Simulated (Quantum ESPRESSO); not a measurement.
# Ag: workfunction calculation (part 2 of 2)

Continued. System: Ag (slab, 7 atoms in the cell). Method: Kohn-Sham DFT of a periodic cell, PBE, PseudoDojo 0.4.1 SR PBE standard, no spin polarisation (Quantum ESPRESSO 7.5); cutoff 1115.67 eV, 10×10×1 k-mesh, fermi-dirac of 0.05 eV. The structure derives from an entry of the Crystallography Open Database.

Geometry of the input (Å; fractional positions):
```
2.9300  0.0000  0.0000
-1.4650  2.5375  0.0000
0.0000  0.0000  29.3700
Ag 0.6667  0.3333  0.2554
Ag 0.3333  0.6667  0.3369
Ag 0.6667  0.3333  0.4185
Ag 0.3333  0.6667  0.5000
Ag 0.6667  0.3333  0.5815
Ag 0.3333  0.6667  0.6631
Ag 0.6667  0.3333  0.7446
```

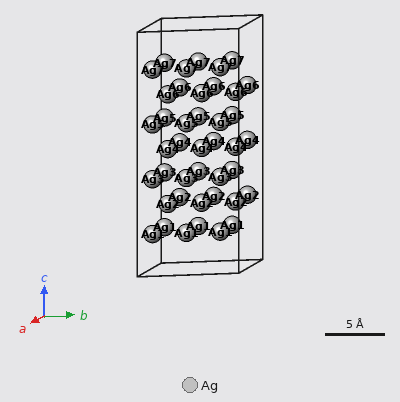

Fig. 1: The structure (spheres-only view of the 2 × 3 repeat of the cell, with the vacuum cut short, seen slightly off an axis; atoms are numbered from 1 in the order of the input). An atom can appear more than once, as a periodic image.

Output, continued:
```
   -84.3576 -84.3065 -84.3065 -84.2554 -84.2554 -84.1909 -84.1909 -47.8996
   -47.8471 -47.8446 -47.8371 -47.8177 -47.8061 -47.8033 -47.7691 -47.7629
   -47.7628 -47.7612 -47.7390 -47.7387 -47.7287 -47.7281 -47.7009 -47.6998
   -47.6586 -47.6586 -47.6449 -47.6449   1.4973   1.5086   1.5504   1.6439
     1.6851   1.7417   1.8704   2.0534   2.1812   2.2362   2.2698   2.4551
     2.7671   2.9922   3.0962   3.1799   3.4364   3.4784   3.6966   3.8057
     3.9374   4.1167   4.1955   4.3255   4.4117   4.5823   4.6034   4.6139
     4.6290   4.6796   4.6862   4.7738   4.7806   4.7946   4.7950   7.7127
     7.8489   8.1241   8.5582   8.8502   9.0166   9.0410  11.6997  11.8037
    12.2046  12.5986  13.0187  13.5850  13.9969  14.5268  16.5361  16.5986
    17.0477  17.6219  17.7776  18.0030

          k = 0.1445 0.2503 0.0000 ( 18424 PWs)   bands (ev):

   -84.3645 -84.3135 -84.3135 -84.2621 -84.2619 -84.1977 -84.1977 -47.8559
   -47.8245 -47.8121 -47.8108 -47.7984 -47.7668 -47.7652 -47.7438 -47.7435
   -47.7358 -47.7250 -47.7009 -47.7000 -47.6825 -47.6819 -47.6592 -47.6592
   -47.6489 -47.6489 -47.6400 -47.6400   0.9709   1.3068   1.7432   1.8664
     1.9887   2.1405   2.1715   2.6169   2.6391   2.6735   2.7148   2.8120
     2.8416   2.9098   3.0092   3.0709   3.1021   3.2073   3.2274   3.2655
     3.3163   3.3218   3.4048   3.4082   3.4392   3.4548   3.6288   3.6601
     3.7183   3.8209   3.9001   3.9147   4.0543   4.2091   4.2206   4.3423
     4.5150   4.5528   4.7827   5.6516   6.8638   8.2895   9.1708  11.8408
    12.4624  12.6692  13.9544  14.2471  16.0322  16.3683  18.5444  18.8804
    20.4392  20.4715  20.7480  20.8491

          k = 0.1445 0.4171 0.0000 ( 18473 PWs)   bands (ev):

   -84.3619 -84.3108 -84.3108 -84.2596 -84.2594 -84.1951 -84.1951 -47.8496
   -47.8476 -47.8106 -47.8078 -47.8063 -47.7941 -47.7932 -47.7538 -47.7534
   -47.7366 -47.7294 -47.7255 -47.7230 -47.6915 -47.6909 -47.6855 -47.6855
   -47.6492 -47.6492 -47.6472 -47.6472   1.6678   1.8191   2.0008   2.0511
     2.1781   2.2246   2.3692   2.4064   2.5364   2.5993   2.6247   2.7029
     2.7581   2.8974   2.9129   3.0217   3.1114   3.1546   3.2404   3.2837
     3.3533   3.4539   3.4598   3.5516   3.6511   3.7032   3.8439   3.9735
     3.9800   4.1330   4.1480   4.2156   4.2874   4.3113   4.4309   4.4365
     4.6214   4.7707   5.4780   6.5621   7.8935   9.3912  10.6502  12.5581
    13.3610  13.5652  14.8803  15.0561  16.8412  16.8871  17.1425  17.2629
    17.8064  18.6011  18.9113  19.3172

          k = 0.1445 0.5839 0.0000 ( 18494 PWs)   bands (ev):

   -84.3592 -84.3081 -84.3081 -84.2570 -84.2569 -84.1925 -84.1925 -47.8771
   -47.8415 -47.8227 -47.8209 -47.8176 -47.8044 -47.8035 -47.7639 -47.7634
   -47.7521 -47.7462 -47.7347 -47.7331 -47.7108 -47.7107 -47.7002 -47.6996
   -47.6583 -47.6583 -47.6457 -47.6457   1.7586   1.7627   1.8608   1.9479
     1.9675   2.0346   2.1381   2.2801   2.3144   2.4481   2.5349   2.5984
     2.7689   2.9691   3.1373   3.2127   3.2623   3.3266   3.4641   3.4708
     3.5884   3.7387   3.7717   3.9360   3.9433   4.0188   4.0883   4.1384
     4.3193   4.3689   4.4726   4.4876   4.5570   4.5836   4.6063   5.4324
     5.5890   5.9866   6.8000   7.8949   9.2350  10.7247  12.3899  13.4166
    13.7726  13.8977  14.4816  14.6805  14.9323  15.2558  15.9296  16.1534
    16.4687  17.4752  17.6039  18.0937

          k = 0.1445 0.7508 0.0000 ( 18525 PWs)   bands (ev):

   -84.3576 -84.3065 -84.3065 -84.2554 -84.2554 -84.1909 -84.1909 -47.8941
   -47.8429 -47.8393 -47.8346 -47.8236 -47.8039 -47.8021 -47.7698 -47.7696
   -47.7644 -47.7574 -47.7377 -47.7365 -47.7252 -47.7248 -47.7056 -47.7051
   -47.6639 -47.6639 -47.6448 -47.6448   1.6219   1.6262   1.7036   1.8015
     1.8294   1.8482   2.0098   2.1521   2.2486   2.3328   2.3922   2.5220
     2.7610   2.9183   3.0837   3.1228   3.2884   3.4702   3.6616   3.6839
     3.7718   4.0177   4.0185   4.1428   4.3232   4.3350   4.3819   4.4662
     4.4952   4.5476   4.5616   4.6225   4.6778   4.6926   4.7268   7.3083
     7.5140   7.9002   8.5583   9.2897   9.9018  10.0911  11.9432  12.0067
    12.5477  12.8427  13.3689  13.9971  14.4752  14.7921  16.1795  16.4962
    16.8235  17.1331  17.3695  17.7151

          k = 0.2890 0.5005 0.0000 ( 18514 PWs)   bands (ev):

   -84.3595 -84.3084 -84.3084 -84.2573 -84.2572 -84.1928 -84.1928 -47.8688
   -47.8412 -47.8235 -47.8135 -47.8133 -47.8037 -47.8027 -47.7691 -47.7683
   -47.7450 -47.7403 -47.7335 -47.7316 -47.7053 -47.7052 -47.7023 -47.7021
   -47.6624 -47.6624 -47.6458 -47.6458   2.0206   2.0410   2.0833   2.1175
     2.1718   2.2448   2.3135   2.4008   2.4732   2.5383   2.5421   2.7511
     2.7877   2.9148   3.0097   3.0731   3.0989   3.1549   3.2128   3.2576
     3.2834   3.3768   3.4010   3.4737   3.6650   3.7947   3.9317   4.0182
     4.2393   4.3293   4.4834   4.4867   4.5103   4.6003   4.6195   5.4270
     5.6011   5.9681   6.7274   7.7927   9.1211  10.6122  12.1768  13.5594
    14.5032  14.7156  15.2322  15.6480  15.6992  16.0203  16.0676  16.1269
    16.3233  16.6649  17.1092  17.5188

          k = 0.2890 0.6673 0.0000 ( 18494 PWs)   bands (ev):

   -84.3576 -84.3065 -84.3065 -84.2554 -84.2554 -84.1909 -84.1909 -47.8824
   -47.8375 -47.8369 -47.8268 -47.8267 -47.8005 -47.8000 -47.7823 -47.7820
   -47.7555 -47.7505 -47.7364 -47.7344 -47.7186 -47.7181 -47.7135 -47.7134
   -47.6750 -47.6750 -47.6446 -47.6446   1.8935   1.9061   2.0090   2.0777
     2.1098   2.2155   2.2691   2.3202   2.3865   2.5996   2.6011   2.6564
     2.7911   2.8761   2.9638   3.0293   3.2450   3.2667   3.3390   3.3954
     3.5047   3.6179   3.6265   3.6862   3.7276   3.9008   4.1027   4.1597
     4.2044   4.3772   4.4661   4.5809   4.6713   4.7077   4.7417   7.0906
     7.3509   7.8030   8.5620   9.5294  10.7152  11.8028  12.7193  12.8221
    13.4084  13.8689  14.3323  14.5306  14.8743  14.9694  15.2250  15.6941
    15.8167  16.3041  16.4229  16.5934

          k = 0.2890 0.8342 0.0000 ( 18506 PWs)   bands (ev):

   -84.3568 -84.3057 -84.3057 -84.2547 -84.2547 -84.1902 -84.1902 -47.8872
   -47.8423 -47.8371 -47.8316 -47.8308 -47.8003 -47.7980 -47.7875 -47.7873
   -47.7593 -47.7541 -47.7383 -47.7344 -47.7237 -47.7232 -47.7179 -47.7174
   -47.6802 -47.6802 -47.6441 -47.6441   1.8269   1.8462   1.9600   2.0224
     2.0916   2.1505   2.2906   2.2943   2.3713   2.5289   2.6147   2.6776
     2.7096   2.8351   2.9542   2.9584   3.1635   3.3189   3.3898   3.5345
     3.6002   3.7733   3.7955   3.8118   3.8928   4.0177   4.2215   4.3711
     4.3714   4.4361   4.4516   4.5172   4.5913   4.6185   4.6516   9.0403
     9.3559   9.6614   9.7478   9.8245  10.1329  10.2053  12.0969  12.3186
    12.7105  13.2700  13.7070  14.1632  14.4191  14.6269  14.8018  15.3377
    15.5113  16.2469  17.1229  17.2098

          k = 0.4335 0.7508 0.0000 ( 18550 PWs)   bands (ev):

   -84.3566 -84.3055 -84.3055 -84.2545 -84.2545 -84.1899 -84.1899 -47.8769
   -47.8564 -47.8339 -47.8223 -47.8218 -47.8020 -47.8018 -47.7976 -47.7954
   -47.7513 -47.7492 -47.7387 -47.7352 -47.7333 -47.7310 -47.7113 -47.7112
   -47.6934 -47.6934 -47.6439 -47.6439   1.9450   2.0679   2.1279   2.2024
     2.2752   2.3071   2.3916   2.5090   2.5329   2.5340   2.6050   2.6987
     2.8189   2.9674   3.0121   3.0413   3.0943   3.1186   3.2570   3.2840
     3.4475   3.4492   3.5999   3.6179   3.6477   3.8384   4.1455   4.2387
     4.2621   4.3617   4.4008   4.4921   4.5623   4.5814   4.6148   9.1622
     9.4910   9.9938  10.7259  11.3770  11.5289  11.6734  11.8208  12.2586
    12.8363  12.9079  13.1066  13.6176  13.7850  14.1768  14.6044  14.8196
    15.4116  15.7783  16.1635  16.3615

     the Fermi energy is     7.5840 ev

!    total energy              =   -2170.21170075 Ry
     estimated scf accuracy    <          3.3E-09 Ry
     smearing contrib. (-TS)   =      -0.00104757 Ry
     internal energy E=F+TS    =   -2170.21065318 Ry

     The total energy is F=E-TS. E is the sum of the following terms:
     one-electron contribution =  -15445.15451570 Ry
     hartree contribution      =    7750.84013223 Ry
     xc contribution           =    -324.12798655 Ry
     ewald contribution        =    5848.23171685 Ry

     convergence has been achieved in  13 iterations

     Forces acting on atoms (cartesian axes, Ry/au):

     atom    1 type  1   force =     0.00000000   -0.00000000    0.00188247
     atom    2 type  1   force =     0.00000000    0.00000000    0.00099812
     atom    3 type  1   force =     0.00000000    0.00000000   -0.00192312
     atom    4 type  1   force =     0.00000000    0.00000000    0.00000000
     atom    5 type  1   force =     0.00000000    0.00000000    0.00192312
     atom    6 type  1   force =     0.00000000   -0.00000000   -0.00099812
     atom    7 type  1   force =     0.00000000   -0.00000000   -0.00188247

     Total force =     0.004059     Total SCF correction =     0.000549
     SCF correction compared to forces is large: reduce conv_thr to get better values

=------------------------------------------------------------------------------=
   JOB DONE.
=------------------------------------------------------------------------------=
```

File pp_density.out:
```
This program is part of the open-source Quantum ESPRESSO suite
     for quantum simulation of materials; please cite
         "P. Giannozzi et al., J. Phys.:Condens. Matter 21 395502 (2009);
         "P. Giannozzi et al., J. Phys.:Condens. Matter 29 465901 (2017);
         "P. Giannozzi et al., J. Chem. Phys. 152 154105 (2020);
          URL
     in publications or presentations arising from this work. More details at

     ./tmp/pwscf.save/

     IMPORTANT: XC functional enforced from input :
     Exchange-correlation= PBE
                           (   1   4   3   4   0   0   0)
     Any further DFT definition will be discarded
     Please, verify this is what you really want

     G-vector sticks info
     --------------------
     sticks:   dense  smooth     PW     G-vecs:    dense   smooth      PW
     Sum         685     685    199               147487   147487   23123

     Using Slab Decomposition

     Calling punch_plot, plot_num =   0
     Writing data to file  density.dat
     Reading data from file  density.dat

     Writing data to be plotted to file density.cube
     Plot Type: 3D                     Output format: Gaussian cube

=------------------------------------------------------------------------------=
   JOB DONE.
=------------------------------------------------------------------------------=
```

File pp_potential.out:
```
This program is part of the open-source Quantum ESPRESSO suite
     for quantum simulation of materials; please cite
         "P. Giannozzi et al., J. Phys.:Condens. Matter 21 395502 (2009);
         "P. Giannozzi et al., J. Phys.:Condens. Matter 29 465901 (2017);
         "P. Giannozzi et al., J. Chem. Phys. 152 154105 (2020);
          URL
     in publications or presentations arising from this work. More details at

     ./tmp/pwscf.save/

     IMPORTANT: XC functional enforced from input :
     Exchange-correlation= PBE
                           (   1   4   3   4   0   0   0)
     Any further DFT definition will be discarded
     Please, verify this is what you really want

     G-vector sticks info
     --------------------
     sticks:   dense  smooth     PW     G-vecs:    dense   smooth      PW
     Sum         685     685    199               147487   147487   23123

     Using Slab Decomposition

     Calling punch_plot, plot_num =  11
     Writing data to file  potential.dat
     Reading data from file  potential.dat

     Writing data to be plotted to file potential.cube
     Plot Type: 3D                     Output format: Gaussian cube

=------------------------------------------------------------------------------=
   JOB DONE.
=------------------------------------------------------------------------------=
```

File pp_elf.out:
```
This program is part of the open-source Quantum ESPRESSO suite
     for quantum simulation of materials; please cite
         "P. Giannozzi et al., J. Phys.:Condens. Matter 21 395502 (2009);
         "P. Giannozzi et al., J. Phys.:Condens. Matter 29 465901 (2017);
         "P. Giannozzi et al., J. Chem. Phys. 152 154105 (2020);
          URL
     in publications or presentations arising from this work. More details at

     ./tmp/pwscf.save/

     IMPORTANT: XC functional enforced from input :
     Exchange-correlation= PBE
                           (   1   4   3   4   0   0   0)
     Any further DFT definition will be discarded
     Please, verify this is what you really want

     G-vector sticks info
     --------------------
     sticks:   dense  smooth     PW     G-vecs:    dense   smooth      PW
     Sum         685     685    199               147487   147487   23123

     Using Slab Decomposition

     Calling punch_plot, plot_num =   8
     Message from routine do_elf_kin:
     elf/kin + US not fully implemented
     Writing data to file  elf.dat
     Reading data from file  elf.dat

     Writing data to be plotted to file elf.cube
     Plot Type: 3D                     Output format: Gaussian cube

=------------------------------------------------------------------------------=
   JOB DONE.
=------------------------------------------------------------------------------=
```

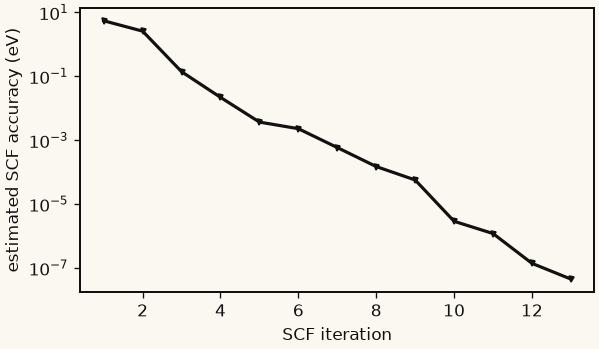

Fig. 2: Convergence of the self-consistent field: estimated SCF accuracy against the iteration. The field takes 13 iterations in all.

Key numbers:

```csv
quantity,value
outcome,converged
electrons treated,133
free energy,−29527.2344 eV
"work function, top face",4.35 eV
"work function, bottom face",4.35 eV
Fermi energy,7.584 eV
gap on the k-point mesh,none (metallic)
work function (upper face),4.35 eV
largest force (length of the vector),0.049 eV/Å
hardware,"2 threads of Arm Neoverse V2, 24 GiB of memory available, shared host"
wall time,4.3 min (CPU time 8.3 min)
peak memory,0.96 GiB
```

Remarks:

Notes on the run: SCF correction compared to forces is large; negative rho.
